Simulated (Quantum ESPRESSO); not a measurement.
## BP (F-43m): phonons by linear response

How does BP (F-43m) vibrate, and is this structure a minimum?

Main program and level: Quantum ESPRESSO 7.5; DFT LDA, scalar-relativistic, plane waves, PseudoDojo norm-conserving pseudopotentials.

The experiments to compare with:

For BP, zinc blende (metal-flux-grown single crystal, 100 K), “Thermal expansion coefficients of high thermal conducting BAs and BP materials” (2019, arxiv:1906.04101) gives, by single-crystal XRD (Mo K-alpha): lattice constant a (cubic a at 100 K) 4.5383 ± 0.0008 Å.

“Boron phosphide under pressure: in situ study by Raman scattering and X-ray diffraction” (2015, arxiv:1505.05714) reports for BP, zinc blende, by Raman scattering, 514.5 nm, backscattering (synthetic BP; powder or crystal not specified, 300 K): Raman mode (TO at Gamma (T2), ambient spectrum) 794 cm⁻¹ [very weak band; the pressure fit in the same paper quotes about 797 cm-1].

**1. The structure**

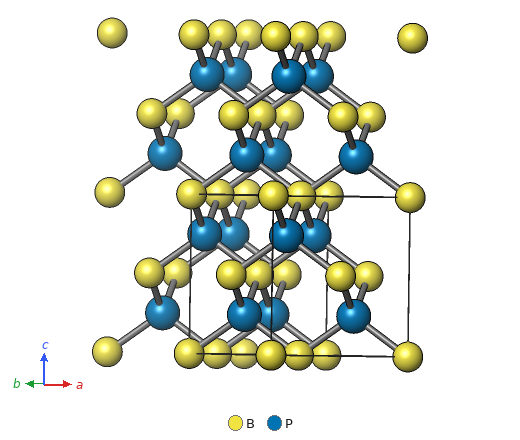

The starting structure, seen slightly off an axis (boron yellow, phosphorus blue). 1×2×2 cells are drawn. This picture shows the conventional cell, with its axes. Bonds to atoms that aren't drawn are left out. Some periodic images of atoms are drawn too.

As a file:

```cif
data_structure
_symmetry_space_group_name_H-M 'P 1'
_symmetry_Int_Tables_number 1
_cell_length_a 3.2089
_cell_length_b 3.2089
_cell_length_c 3.2089
_cell_angle_alpha 60.000
_cell_angle_beta 60.000
_cell_angle_gamma 60.000
_cell_volume 23.36
loop_
_atom_site_label
_atom_site_type_symbol
_atom_site_fract_x
_atom_site_fract_y
_atom_site_fract_z
_atom_site_occupancy
B1 B 0.00000 0.00000 0.00000 1
P2 P 0.25000 0.25000 0.25000 1
```

**2. A first look**

A cheap run with smearing and empty bands tells whether the crystal has a gap, which decides between fixed occupations and smearing later on.

File probe.in:

```
&CONTROL
  calculation = 'scf'
  prefix      = 'x'
  outdir      = './tmp'
  pseudo_dir  = './pseudo'
  tprnfor     = .true.
  tstress     = .true.
  verbosity   = 'high'
/
&SYSTEM
  ibrav       = 2
  celldm(1)   = 8.57557715
  nat         = 2
  ntyp        = 2
  ecutwfc     = 76.0
  occupations = 'smearing'
  smearing    = 'gaussian'
  degauss     = 0.01
/
&ELECTRONS
  conv_thr         = 1.0d-07
  mixing_beta      = 0.7
  electron_maxstep = 100
/
ATOMIC_SPECIES
 B      10.8100  B.upf
 P      30.9738  P.upf
ATOMIC_POSITIONS crystal
 B      0.000000000   0.000000000   0.000000000
 P      0.250000000   0.250000000   0.250000000
K_POINTS automatic
 6 6 6 0 0 0
```

The run is started by

```sh
$ OMP_NUM_THREADS=1 mpirun -n 4 pw.x -nk 4 -in probe.in > probe.out
```

Output:

```text
[banners, grids, parts of the stress and lines that vanish by symmetry left out]
Program PWSCF v.7.5
     bravais-lattice index     =            2
     lattice parameter (alat)  =       8.5756  a.u.
[...]
kinetic-energy cutoff     =      76.0000  Ry
     charge density cutoff     =     304.0000  Ry
     scf convergence threshold =      1.0E-07
[...]
Exchange-correlation= SLA  PW   NOGX NOGC
                           (   1   4   0   0   0   0   0)
[...]
24 Sym. Ops. (no inversion) found
[...]
(     0          1          0      )
                  (     0          0          1      )
[...]
(  0.0000000  1.0000000  0.0000000 )
                  (  0.0000000  0.0000000  1.0000000 )
[...]
(     1          0         -1      )
                  (     0          0         -1      )
[...]
(  0.0000000  1.0000000  0.0000000 )
[...]
(    -1          0          1      )
                  (    -1          0          0      )
[...]
(  0.0000000  0.0000000  1.0000000 )
                  (  0.0000000 -1.0000000  0.0000000 )
[...]
number of k points=    16  Gaussian smearing, width (Ry)=  0.0100
[...]
End of self-consistent calculation
[...]
the Fermi energy is     9.6465 ev
!    total energy              =     -19.88979683 Ry
[...]
convergence has been achieved in   6 iterations
[...]
atom    1 type  1   force =     0.00000000    0.00000000    0.00000000
     atom    2 type  2   force =     0.00000000   -0.00000000    0.00000000
[...]
Total force =     0.000000     Total SCF correction =     0.000000
[...]
total   stress  (Ry/bohr**3)                   (kbar)     P=      -54.66
[...]
XML data file, charge density, pseudopotentials, collected wavefunctions

   JOB DONE.
```

Run time: 1.7 s. Hardware: 4 MPI ranks of Arm Neoverse V2, shared host; 6.1 s of CPU time.

This step gave:

| Item | Value |
| --- | --- |
| volume per atom | 11.68 Å³ |
| pressure | -5.466 GPa |
| gap on the k-mesh | 1.315 eV |

A gap of 1.3 eV opens on this mesh, so the crystal is taken as an insulator; the start stands at -5.5 GPa.

**3. Relaxing the cell and atoms**

The relaxation runs at a cutoff a fifth above that of the response, since stress converges more slowly with the basis than frequencies do. Forces and stress are brought to rest with tight thresholds.

File relax.in:

```
&CONTROL
  calculation   = 'vc-relax'
  prefix        = 'x'
  outdir        = './tmp'
  pseudo_dir    = './pseudo'
  tprnfor       = .true.
  tstress       = .true.
  forc_conv_thr = 2.0d-05
  etot_conv_thr = 1.0d-07
  nstep         = 40
/
&SYSTEM
  ibrav       = 2
  celldm(1)   = 8.57557715
  nat         = 2
  ntyp        = 2
  ecutwfc     = 91
  occupations = 'fixed'
  nbnd        = 6
/
&ELECTRONS
  conv_thr         = 1.0d-11
  mixing_beta      = 0.7
  electron_maxstep = 100
/
&IONS
/
&CELL
  press_conv_thr = 0.2
/
ATOMIC_SPECIES
 B      10.8100  B.upf
 P      30.9738  P.upf
ATOMIC_POSITIONS crystal
 B      0.000000000   0.000000000   0.000000000
 P      0.250000000   0.250000000   0.250000000
K_POINTS automatic
 10 10 10 0 0 0
```

The run is started by

```sh
$ OMP_NUM_THREADS=1 mpirun -n 4 pw.x -nk 4 -in relax.in > relax.out
```

Output:

```text
[banners, grids, parts of the stress and lines that vanish by symmetry left out]
[banner, memory and clock lines left out]
Program PWSCF v.7.5

[...]
kinetic-energy cutoff     =      91.0000  Ry
     charge density cutoff     =     364.0000  Ry
     scf convergence threshold =      1.0E-11
[...]
energy convergence thresh.=      1.0E-07
     force convergence thresh. =      2.0E-05
     press convergence thresh. =      2.0E-01
     Exchange-correlation= SLA  PW   NOGX NOGC
                           (   1   4   0   0   0   0   0)
[...]
24 Sym. Ops. (no inversion) found
[...]
number of k points=    47
[...]
End of self-consistent calculation
[...]
highest occupied, lowest unoccupied level (ev):     9.0221   10.2231
!    total energy              =     -19.89111650 Ry
[...]
convergence has been achieved in   8 iterations
[...]
atom    1 type  1   force =     0.00000000    0.00000000    0.00000000
     atom    2 type  2   force =    -0.00000000    0.00000000    0.00000000
     Total force =     0.000000     Total SCF correction =     0.000000
[...]
total   stress  (Ry/bohr**3)                   (kbar)     P=      -55.52
[...]
number of bfgs steps    =   0
[...]
CELL_PARAMETERS (alat=  8.57557715)
[...]
ATOMIC_POSITIONS (crystal)
B               -0.0000000000        0.0000000000       -0.0000000000
P                0.2500000000        0.2500000000        0.2500000000
[...]
New effective cutoffs (rho, wfc):  369.84   92.72
[...]
End of self-consistent calculation
[...]
highest occupied, lowest unoccupied level (ev):     9.4090   10.5783
!    total energy              =     -19.89210706 Ry
[...]
convergence has been achieved in   7 iterations
[...]
atom    1 type  1   force =     0.00000000   -0.00000000    0.00000000
     atom    2 type  2   force =    -0.00000000   -0.00000000   -0.00000000
     Total force =     0.000000     Total SCF correction =     0.000000
[...]
total   stress  (Ry/bohr**3)                   (kbar)     P=       -9.36
[...]
number of bfgs steps    =   1
[...]
CELL_PARAMETERS (alat=  8.57557715)
[...]
ATOMIC_POSITIONS (crystal)
B                0.0000000000        0.0000000000       -0.0000000000
P                0.2500000000        0.2500000000        0.2500000000
[...]
New effective cutoffs (rho, wfc):  371.24   93.07
[...]
End of self-consistent calculation
[...]
highest occupied, lowest unoccupied level (ev):     9.4870   10.6499
!    total energy              =     -19.89213340 Ry
[...]
convergence has been achieved in   9 iterations
[...]
atom    1 type  1   force =    -0.00000000   -0.00000000    0.00000000
     atom    2 type  2   force =    -0.00000000   -0.00000000    0.00000000
     Total force =     0.000000     Total SCF correction =     0.000000
[...]
total   stress  (Ry/bohr**3)                   (kbar)     P=        0.45
[...]
number of bfgs steps    =   2
[...]
CELL_PARAMETERS (alat=  8.57557715)
[...]
ATOMIC_POSITIONS (crystal)
B                0.0000000000        0.0000000000       -0.0000000000
P                0.2500000000        0.2500000000        0.2500000000
[...]
New effective cutoffs (rho, wfc):  371.17   93.06
[...]
End of self-consistent calculation
[...]
highest occupied, lowest unoccupied level (ev):     9.4834   10.6466
!    total energy              =     -19.89213346 Ry
[...]
convergence has been achieved in   6 iterations
[...]
atom    1 type  1   force =    -0.00000000    0.00000000   -0.00000000
     atom    2 type  2   force =     0.00000000    0.00000000    0.00000000
     Total force =     0.000000     Total SCF correction =     0.000000
[...]
total   stress  (Ry/bohr**3)                   (kbar)     P=       -0.00
[...]
bfgs converged in   4 scf cycles and   3 bfgs steps
[...]
End of BFGS Geometry Optimization
     Final enthalpy           =     -19.8921334575 Ry
     File ./tmp/x.bfgs deleted, as requested
[...]
CELL_PARAMETERS (alat=  8.57557715)
[...]
ATOMIC_POSITIONS (crystal)
B                0.0000000000        0.0000000000       -0.0000000000
P                0.2500000000        0.2500000000        0.2500000000
[...]
Final scf calculation at the relaxed structure.
[...]
kinetic-energy cutoff     =      91.0000  Ry
     charge density cutoff     =     364.0000  Ry
     scf convergence threshold =      1.0E-13
[...]
press convergence thresh. =      2.0E-01
     Exchange-correlation= SLA  PW   NOGX NOGC
                           (   1   4   0   0   0   0   0)
[...]
24 Sym. Ops. (no inversion) found
[...]
number of k points=    47
[...]
c_bands:  1 eigenvalues not converged
     c_bands:  1 eigenvalues not converged
     c_bands:  1 eigenvalues not converged
     c_bands:  1 eigenvalues not converged
     c_bands:  1 eigenvalues not converged
     c_bands:  1 eigenvalues not converged
     c_bands:  1 eigenvalues not converged
[...]
End of self-consistent calculation
[...]
highest occupied, lowest unoccupied level (ev):     9.4834   10.6466
!    total energy              =     -19.89213128 Ry
[...]
convergence has been achieved in  10 iterations
[...]
atom    1 type  1   force =     0.00000000    0.00000000    0.00000000
     atom    2 type  2   force =    -0.00000000   -0.00000000    0.00000000
     Total force =     0.000000     Total SCF correction =     0.000000
[...]
total   stress  (Ry/bohr**3)                   (kbar)     P=       -0.01
[...]
XML data file, charge density, pseudopotentials, collected wavefunctions
```

Wall time 16 s (4 MPI ranks).

Relaxation path:

```csv
step,energy less that of the first step (eV),largest force (eV/Å),pressure (GPa),volume (Å³)
1,0.0000,0.0000,-5.55,23.36
2,-0.0135,0.0000,-0.94,22.71
3,-0.0138,0.0000,0.04,22.58
4,-0.0138,0.0000,0.00,22.59
5,-0.0138,0.0000,0.00,22.59
```

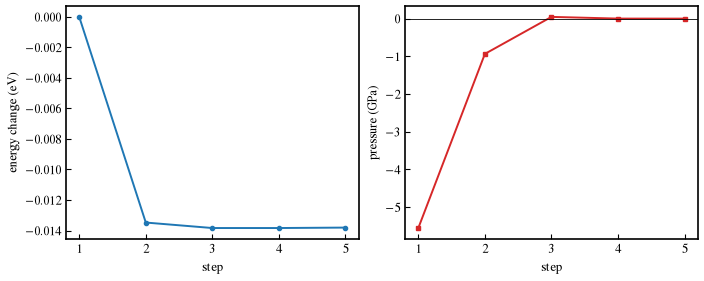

Energy and pressure along the relaxation.

```csv
"conventional cell, symmetrised",before,after,change
a (Å),4.538,4.487,-1.1 %
b (Å),4.538,4.487,-1.1 %
c (Å),4.538,4.487,-1.1 %
volume (Å³/atom),11.68,11.29,-3.3 %
```

The relaxed structure:

```
B P
1.0
    -2.24355    0.00000    2.24355
     0.00000    2.24355    2.24355
    -2.24355    2.24355    0.00000
B P
1 1
Direct
  0.00000 0.00000 0.00000
  0.25000 0.25000 0.25000
```

The last row of the table of steps is pw.x's closing run on a basis chosen anew for the final cell, so its energy can jump.

Numbers from this step:

```yaml
volume_per_atom: 11.29 Å³
pressure: -0.001 GPa
gap_on_the_k_mesh: 1.163 eV
```

The volume changes by -3.3 % from the cell with which this run began.

**4. Self-consistent run for the response**

The response is built on this ground state, so it is converged far tighter than an energy would need. With a gap, occupations are fixed, which also allows the response to an electric field.

File scf.in:

```
&CONTROL
  calculation = 'scf'
  prefix      = 'x'
  outdir      = './tmp'
  pseudo_dir  = './pseudo'
  tprnfor     = .true.
  tstress     = .true.
/
&SYSTEM
  ibrav       = 2
  celldm(1)   = 8.47937681
  nat         = 2
  ntyp        = 2
  ecutwfc     = 76.0
  occupations = 'fixed'
  nbnd        = 6
/
&ELECTRONS
  conv_thr         = 1.0d-12
  mixing_beta      = 0.7
  electron_maxstep = 100
/
ATOMIC_SPECIES
 B      10.8100  B.upf
 P      30.9738  P.upf
ATOMIC_POSITIONS crystal
 B      0.000000000   0.000000000   0.000000000
 P      0.250000000   0.250000000   0.250000000
K_POINTS automatic
 12 12 12 0 0 0
```

The run is started by

```sh
$ OMP_NUM_THREADS=1 mpirun -n 4 pw.x -nk 4 -in scf.in > scf.out
```

Output:

```text
[banners, grids, parts of the stress and lines that vanish by symmetry left out]
[banner, memory and clock lines left out]
Program PWSCF v.7.5

[...]
kinetic-energy cutoff     =      76.0000  Ry
     charge density cutoff     =     304.0000  Ry
     scf convergence threshold =      1.0E-12
[...]
Exchange-correlation= SLA  PW   NOGX NOGC
                           (   1   4   0   0   0   0   0)
[...]
24 Sym. Ops. (no inversion) found
[...]
number of k points=    72
[...]
c_bands:  1 eigenvalues not converged
[...]
End of self-consistent calculation
[...]
highest occupied, lowest unoccupied level (ev):     9.4834   10.6406
!    total energy              =     -19.89209623 Ry
[...]
convergence has been achieved in  10 iterations
[...]
atom    1 type  1   force =     0.00000000    0.00000000   -0.00000000
     atom    2 type  2   force =    -0.00000000   -0.00000000    0.00000000
     Total force =     0.000000     Total SCF correction =     0.000000
[...]
total   stress  (Ry/bohr**3)                   (kbar)     P=       -0.46
[...]
XML data file, charge density, pseudopotentials, collected wavefunctions
```

Wall time 5.2 s (4 MPI ranks).

Read from the output:

```yaml
pressure: -0.04600 GPa
gap_on_the_k_mesh: 1.157 eV
```

The cell stands at -0.046 GPa, close enough for phonons.

[end of part 1 of 3]

[Host names and launcher messages were left out of these logs when they were recorded.]

[Logs are printed without paths, hosts, clocks, repeated set-up lines and the standing remarks that a program may print on its own settings, such as how far it seeks lower states.]

[Hosts, paths, dates, database ids (printed as entryN), source tags and the programs' standing remarks are cut or masked in the printed files.]
